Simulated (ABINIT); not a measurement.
**Phonon calculation of NiO (part 3 of 3)**

The same run, continued: NiO (Fm-3m, 2 atoms in the cell); Kohn-Sham DFT of a periodic cell, PBEsol, PseudoDojo NC SR PBEsol v0.4.1 standard, spin-polarised (ABINIT 10.8.3); cutoff 1224.51 eV, 6×6×6 k-mesh, fermi-dirac of 0.05 eV, collinear spins. The structure derives from an entry of the Crystallography Open Database.

Geometry of the input (Å; fractional positions):
```
0.0000  2.0859  2.0859
2.0859  0.0000  2.0859
2.0859  2.0859  0.0000
Ni 0.0000  0.0000  0.0000
O  0.5000  0.5000  0.5000
```

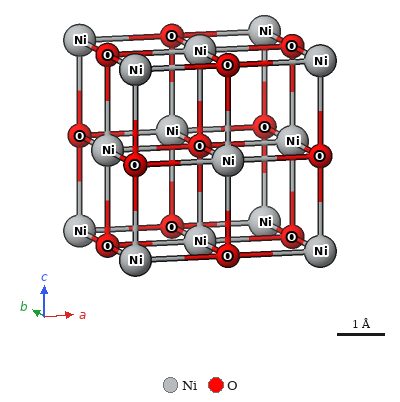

*The input geometry (ball-and-stick view of the cell 4 times as large as that of the calculation, set on its symmetry axes, seen slightly off an axis).*

Output, continued:
```
 Real(R)+Recip(G) space primitive vectors, cartesian coordinates (Bohr,Bohr^-1):
 R(1)=  0.0000000  3.9417828  3.9417828  G(1)= -0.1268462  0.1268462  0.1268462
 R(2)=  3.9417828  0.0000000  3.9417828  G(2)=  0.1268462 -0.1268462  0.1268462
 R(3)=  3.9417828  3.9417828  0.0000000  G(3)=  0.1268462  0.1268462 -0.1268462
 Unit cell volume ucvol=  1.2249210E+02 bohr^3
 Angles (23,13,12)=  6.00000000E+01  6.00000000E+01  6.00000000E+01 degrees
 setup1 : take into account q-point for computing boxcut.

 getcut: wavevector=  0.0000  0.0000  0.0000  ngfft=  36  36  36
         ecut(hartree)=     45.000   => boxcut(ratio)=   2.13857
--------------------------------------------------------------------------------

 ==>  initialize data related to q vector <==

 The list of irreducible perturbations for this q vector is:
    1)    idir= 1    ipert=   1
    2)    idir= 1    ipert=   2

================================================================================

 The perturbation idir=   2  ipert=   1 is
 symmetric of a previously calculated perturbation.
 So, its SCF calculation is not needed.

 The perturbation idir=   3  ipert=   1 is
 symmetric of a previously calculated perturbation.
 So, its SCF calculation is not needed.

 The perturbation idir=   2  ipert=   2 is
 symmetric of a previously calculated perturbation.
 So, its SCF calculation is not needed.

 The perturbation idir=   3  ipert=   2 is
 symmetric of a previously calculated perturbation.
 So, its SCF calculation is not needed.

--------------------------------------------------------------------------------
 Perturbation wavevector (in red.coord.)   0.000000  0.000000  0.000000
 Perturbation : displacement of atom   1   along direction   1
 Found     4 symmetries that leave the perturbation invariant.
 symkpt : the number of k-points, thanks to the symmetries,
 is reduced to   126 .

--------------------------------------------------------------------------------

--------------------------------------------------------------------------------

 dfpt_looppert : total number of electrons, from k and k+q
  fully or partially occupied states are    2.400000E+01 and    2.400000E+01.
 Initialisation of the first-order wave-functions :
  ireadwf=   0

--- !BeginCycle
iteration_state: {dtset: 2, }
solver: {iscf: 7, nstep: 80, nline: 4, wfoptalg: 0, }
tolerances: {tolvrs: 1.00E-08, }
...

     iter   2DEtotal(Ha)        deltaE(Ha) residm    vres2    difmagsph maxmagsph
-ETOT  1   43.864120162335     -1.457E+04 1.829E+01 1.297E+05 7.083E-05 7.083E-05
 ETOT  2   3.2975113744947     -4.057E+01 1.263E-01 9.130E+03 1.138E-04 4.301E-05
 ETOT  3   1.2830368523033     -2.014E+00 2.487E-02 5.617E+02 1.042E-03 9.986E-04
 ETOT  4   1.2021405036108     -8.090E-02 3.325E-03 4.611E+01 3.816E-03 2.818E-03
 ETOT  5   1.1951208522156     -7.020E-03 3.693E-04 2.954E+00 1.279E-02 9.968E-03
 ETOT  6   1.1968382874516      1.717E-03 4.041E-05 1.152E+01 3.586E-02 2.589E-02
 ETOT  7   1.1945745854906     -2.264E-03 2.410E-06 3.466E-02 2.768E-02 1.797E-03
 ETOT  8   1.1945680092982     -6.576E-06 1.744E-07 5.494E-04 1.164E-03 6.330E-04
 ETOT  9   1.1945680210270      1.173E-08 8.861E-09 2.571E-04 1.833E-04 8.163E-04
 ETOT 10   1.1945678669768     -1.541E-07 1.407E-09 1.885E-05 1.034E-04 9.197E-04
 ETOT 11   1.1945678548514     -1.213E-08 1.139E-10 3.157E-06 1.772E-04 1.097E-03
 ETOT 12   1.1945678522448     -2.607E-09 1.263E-11 3.145E-06 1.846E-04 1.282E-03
 ETOT 13   1.1945678496637     -2.581E-09 1.338E-12 3.786E-06 1.474E-04 1.429E-03
 ETOT 14   1.1945678570324      7.369E-09 2.658E-12 1.571E-06 5.294E-04 8.996E-04
 ETOT 15   1.1945678624930      5.461E-09 8.222E-12 7.648E-09 9.037E-04 4.721E-06

 At SCF step   15       vres2   =  7.65E-09 < tolvrs=  1.00E-08 =>converged.
 Integrated electronic and magnetization densities in atomic spheres:
 ------------------------------------------------------------------------------------------------------------
 Radius=ratsph(iatom), smearing ratsm=  0.0000. Diff(up-dn)=approximate z local magnetic moment.
    Atom    Radius    up_density   dn_density  Total(up+dn)  Diff(up-dn)
    1 Ni   2.00000     0.000002    -0.000003     -0.000001     0.000004
    2  O   2.00000     0.000002    -0.000003     -0.000001     0.000005
 ------------------------------------------------------------------------------------------------------------
  Sum:                 0.000004    -0.000005     -0.000002     0.000009
 Total magnetization (from the atomic spheres):                0.000009
 Total magnetization (exact up - dn):                          0.000011

================================================================================

 ----iterations are completed or convergence reached----

 Mean square residual over all n,k,spin=   51.612E-14; max=  82.218E-13

 2DEtotal=    0.1194567862E+01 Ha. Also 2DEtotal=    0.325058475033E+02 eV
    (2DErelax=   -1.4612878267E+04 Ha. 2DEnonrelax=    1.4614072835E+04 Ha)
    (  non-var. 2DEtotal :    1.1945945467E+00 Ha)

--------------------------------------------------------------------------------
 Perturbation wavevector (in red.coord.)   0.000000  0.000000  0.000000
 Perturbation : displacement of atom   2   along direction   1
 Found     4 symmetries that leave the perturbation invariant.
 symkpt : the number of k-points, thanks to the symmetries,
 is reduced to   126 .

--------------------------------------------------------------------------------

--------------------------------------------------------------------------------

 dfpt_looppert : total number of electrons, from k and k+q
  fully or partially occupied states are    2.400000E+01 and    2.400000E+01.
 Initialisation of the first-order wave-functions :
  ireadwf=   0

--- !BeginCycle
iteration_state: {dtset: 2, }
solver: {iscf: 7, nstep: 80, nline: 4, wfoptalg: 0, }
tolerances: {tolvrs: 1.00E-08, }
...

     iter   2DEtotal(Ha)        deltaE(Ha) residm    vres2    difmagsph maxmagsph
-ETOT  1   7.9976190518787     -1.758E+03 3.925E+00 2.905E+04 3.781E-06 3.781E-06
 ETOT  2   1.8606437088306     -6.137E+00 1.908E-01 2.771E+03 8.421E-05 8.266E-05
 ETOT  3   1.2177895082086     -6.429E-01 1.218E-02 1.015E+02 3.261E-04 2.434E-04
 ETOT  4   1.1981651149044     -1.962E-02 6.995E-04 4.672E+00 1.096E-03 8.521E-04
 ETOT  5   1.1974715612309     -6.936E-04 6.891E-05 2.569E-01 3.180E-03 2.328E-03
 ETOT  6   1.1976388845328      1.673E-04 6.529E-06 1.080E+00 1.041E-02 8.080E-03
 ETOT  7   1.1974280913791     -2.108E-04 6.020E-07 9.985E-03 8.688E-03 6.071E-04
 ETOT  8   1.1974261980817     -1.893E-06 8.774E-08 2.722E-04 6.554E-04 4.829E-05
 ETOT  9   1.1974261747900     -2.329E-08 5.936E-09 9.238E-05 7.495E-06 4.080E-05
 ETOT 10   1.1974261282225     -4.657E-08 3.395E-10 1.683E-05 4.963E-06 4.576E-05
 ETOT 11   1.1974261176947     -1.053E-08 5.671E-11 2.259E-07 6.374E-06 5.214E-05
 ETOT 12   1.1974261176328     -6.162E-11 2.428E-12 2.153E-08 9.517E-06 6.165E-05
 ETOT 13   1.1974261176442      1.137E-11 2.715E-13 1.444E-08 9.971E-06 7.162E-05
 ETOT 14   1.1974261176283     -1.592E-11 1.144E-14 9.813E-09 9.032E-06 8.066E-05

 At SCF step   14       vres2   =  9.81E-09 < tolvrs=  1.00E-08 =>converged.
 Integrated electronic and magnetization densities in atomic spheres:
 ------------------------------------------------------------------------------------------------------------
 Radius=ratsph(iatom), smearing ratsm=  0.0000. Diff(up-dn)=approximate z local magnetic moment.
    Atom    Radius    up_density   dn_density  Total(up+dn)  Diff(up-dn)
    1 Ni   2.00000     0.000038    -0.000042     -0.000004     0.000081
    2  O   2.00000     0.000010    -0.000008      0.000002     0.000018
 ------------------------------------------------------------------------------------------------------------
  Sum:                 0.000049    -0.000050     -0.000002     0.000099
 Total magnetization (from the atomic spheres):                0.000099
 Total magnetization (exact up - dn):                          0.000101

================================================================================

 ----iterations are completed or convergence reached----

 Mean square residual over all n,k,spin=   36.874E-17; max=  11.444E-15

 2DEtotal=    0.1197426118E+01 Ha. Also 2DEtotal=    0.325836245878E+02 eV
    (2DErelax=   -1.7652401043E+03 Ha. 2DEnonrelax=    1.7664375305E+03 Ha)
    (  non-var. 2DEtotal :    1.1974270143E+00 Ha)

================================================================================

 ---- first-order wavefunction calculations are completed ----

 ==> Compute Derivative Database <==

  Dynamical matrix, in cartesian coordinates,
   if specified in the inputs, asr has been imposed
     j1       j2             matrix element
  dir pert dir pert     real part    imaginary part

   1    1   1    1         0.0384654195         0.0000000000
   1    1   1    2        -0.0384654195         0.0000000000

   2    1   2    1         0.0384654195         0.0000000000
   2    1   2    2        -0.0384654195         0.0000000000

   3    1   3    1         0.0384654195         0.0000000000
   3    1   3    2        -0.0384654195         0.0000000000

   1    2   1    1        -0.0384650354         0.0000000000
   1    2   1    2         0.0384650354         0.0000000000

   2    2   2    1        -0.0384650354         0.0000000000
   2    2   2    2         0.0384650354         0.0000000000

   3    2   3    1        -0.0384650354         0.0000000000
   3    2   3    2         0.0384650354         0.0000000000

  Phonon wavevector (reduced coordinates) :  0.00000  0.00000  0.00000
 Phonon energies in Hartree :
   0.000000E+00  0.000000E+00  0.000000E+00  1.295535E-03  1.295535E-03
   1.295535E-03
 Phonon frequencies in cm-1    :
   0.000000E+00  0.000000E+00  0.000000E+00  2.843370E+02  2.843370E+02
   2.843370E+02

== END DATASET(S) ==============================================================
================================================================================

 -outvars: echo values of variables after computation  --------
            acell      1.0000000000E+00  1.0000000000E+00  1.0000000000E+00 Bohr
           etotal1    -1.8409010251E+02
           etotal2     1.1974261176E+00
            fcart1    -0.0000000000E+00 -0.0000000000E+00 -0.0000000000E+00
                      -0.0000000000E+00 -0.0000000000E+00 -0.0000000000E+00
            fcart2     0.0000000000E+00  0.0000000000E+00  0.0000000000E+00
                       0.0000000000E+00  0.0000000000E+00  0.0000000000E+00
            rprim      0.0000000000E+00  3.9417828252E+00  3.9417828252E+00
                       3.9417828252E+00  0.0000000000E+00  3.9417828252E+00
                       3.9417828252E+00  3.9417828252E+00  0.0000000000E+00
           strten1     4.2717833076E-04  4.2717833076E-04  4.2717833076E-04
                       0.0000000000E+00  0.0000000000E+00  0.0000000000E+00
           strten2     0.0000000000E+00  0.0000000000E+00  0.0000000000E+00
                       0.0000000000E+00  0.0000000000E+00  0.0000000000E+00
           xangst      0.0000000000E+00  0.0000000000E+00  0.0000000000E+00
                       2.0859016400E+00  2.0859016400E+00  2.0859016400E+00
             xred      0.0000000000E+00  0.0000000000E+00  0.0000000000E+00
                       5.0000000000E-01  5.0000000000E-01  5.0000000000E-01
 Calculation completed.
```

File anaddb.abo:
```
.Version 10.8.3 of ANADDB
================================================================================

 -outvars_anaddb: echo values of input variables ----------------------

 Miscellaneous information :
       eivec         1
         asr         2
      chneut         0
 First list of wavevector (reduced coord.) :
       nph1l         1
       qph1l
                     0.00000000E+00  0.00000000E+00  0.00000000E+00    1.000E+00

================================================================================

 read the DDB information and perform some checks

  ==== Info on the Cryst% object ====
 Real(R)+Recip(G) space primitive vectors, cartesian coordinates (Bohr,Bohr^-1):
 R(1)=  0.0000000  3.9417828  3.9417828  G(1)= -0.1268462  0.1268462  0.1268462
 R(2)=  3.9417828  0.0000000  3.9417828  G(2)=  0.1268462 -0.1268462  0.1268462
 R(3)=  3.9417828  3.9417828  0.0000000  G(3)=  0.1268462  0.1268462 -0.1268462
 Unit cell volume ucvol=  1.2249210E+02 bohr^3
 Angles (23,13,12)=  6.00000000E+01  6.00000000E+01  6.00000000E+01 degrees
 Time-reversal symmetry is present
 Reduced atomic positions [iatom, xred, symbol]:
    1)    0.0000000  0.0000000  0.0000000  Ni
    2)    0.5000000  0.5000000  0.5000000   O

 DDB file with 3 blocks has been read.

================================================================================

 Treat the first list of vectors

  Phonon wavevector (reduced coordinates) :  0.00000  0.00000  0.00000
 Phonon energies in Hartree :
   0.000000E+00  0.000000E+00  0.000000E+00  1.295535E-03  1.295535E-03
   1.295535E-03
 Phonon frequencies in cm-1    :
   0.000000E+00  0.000000E+00  0.000000E+00  2.843370E+02  2.843370E+02
   2.843370E+02

 Eigendisplacements
 (will be given, for each mode : in cartesian coordinates
   for each atom the real part of the displacement vector,
   then the imaginary part of the displacement vector - absolute values smaller than 1.0d-7 are set to zero)
  Mode number    1   Energy    0.000000E+00
 Attention : low frequency mode.
   (Could be unstable or acoustic mode)
   1  0.00000000E+00  0.00000000E+00  2.71012922E-03
      0.00000000E+00  0.00000000E+00  0.00000000E+00
   2  0.00000000E+00  0.00000000E+00  2.71014275E-03
      0.00000000E+00  0.00000000E+00  0.00000000E+00
  Mode number    2   Energy    0.000000E+00
 Attention : low frequency mode.
   (Could be unstable or acoustic mode)
   1  0.00000000E+00  2.71012922E-03  0.00000000E+00
      0.00000000E+00  0.00000000E+00  0.00000000E+00
   2  0.00000000E+00  2.71014275E-03  0.00000000E+00
      0.00000000E+00  0.00000000E+00  0.00000000E+00
  Mode number    3   Energy    0.000000E+00
 Attention : low frequency mode.
   (Could be unstable or acoustic mode)
   1  2.71012922E-03  0.00000000E+00  0.00000000E+00
      0.00000000E+00  0.00000000E+00  0.00000000E+00
   2  2.71014275E-03  0.00000000E+00  0.00000000E+00
      0.00000000E+00  0.00000000E+00  0.00000000E+00
  Mode number    4   Energy    1.295535E-03
   1  0.00000000E+00  3.83701645E-07 -1.41501793E-03
      0.00000000E+00  0.00000000E+00  0.00000000E+00
   2 -3.04844781E-07 -1.40751135E-06  5.19063140E-03
      0.00000000E+00  0.00000000E+00  0.00000000E+00
  Mode number    5   Energy    1.295535E-03
   1  0.00000000E+00  1.41501794E-03  3.83704090E-07
      0.00000000E+00  0.00000000E+00  0.00000000E+00
   2 -1.52676169E-07 -5.19063140E-03 -1.40752032E-06
      0.00000000E+00  0.00000000E+00  0.00000000E+00
  Mode number    6   Energy    1.295535E-03
   1  1.41501798E-03  0.00000000E+00  0.00000000E+00
      0.00000000E+00  0.00000000E+00  0.00000000E+00
   2 -5.19063158E-03  1.52758827E-07 -3.04803369E-07
      0.00000000E+00  0.00000000E+00  0.00000000E+00

 Analysis of degeneracies and characters (maximum tolerance=1.00E-06 a.u.)
 For each vibration mode, or group of modes if degenerate,
 the characters are given for each symmetry operation (see the list in the log file).
 Symmetry characters of vibration mode #   1
       degenerate with vibration modes #   2 to    3
  3.0 -3.0 -1.0  1.0 -1.0  1.0 -1.0  1.0  1.0 -1.0 -1.0  1.0  1.0 -1.0 -1.0  1.0
  0.0 -0.0  0.0 -0.0 -0.0  0.0 -0.0  0.0  1.0 -1.0 -1.0  1.0 -1.0  1.0  1.0 -1.0
  0.0 -0.0 -0.0  0.0 -0.0  0.0  0.0 -0.0  1.0 -1.0  1.0 -1.0 -1.0  1.0 -1.0  1.0
 Symmetry characters of vibration mode #   4
       degenerate with vibration modes #   5 to    6
  3.0 -3.0 -1.0  1.0 -1.0  1.0 -1.0  1.0  1.0 -1.0 -1.0  1.0  1.0 -1.0 -1.0  1.0
  0.0 -0.0 -0.0  0.0  0.0 -0.0 -0.0  0.0  1.0 -1.0 -1.0  1.0 -1.0  1.0  1.0 -1.0
  0.0 -0.0  0.0 -0.0 -0.0  0.0 -0.0  0.0  1.0 -1.0  1.0 -1.0 -1.0  1.0 -1.0  1.0

================================================================================

 anaddb : the run completed successfully.
```

Results in brief:

```csv
quantity,value
outcome,converged
space group (tolerance 0.01 Å),Fm-3m (225)
electrons treated,24
free energy,−5009.3469 eV
Fermi energy,8.763 eV
gap on the k-point mesh,none (metallic)
net moment of the cell,0.64 μB
pressure,−12.57 GPa
largest force (length of the vector),under 0.001 eV/Å
wall time,16 min
peak memory,0.57 GiB
```

Remarks:

Points of doubt noted for this run: k mesh coarse for metal response. The cell is under a tension of 12.6 GPa at this level, so it is not at its equilibrium volume.
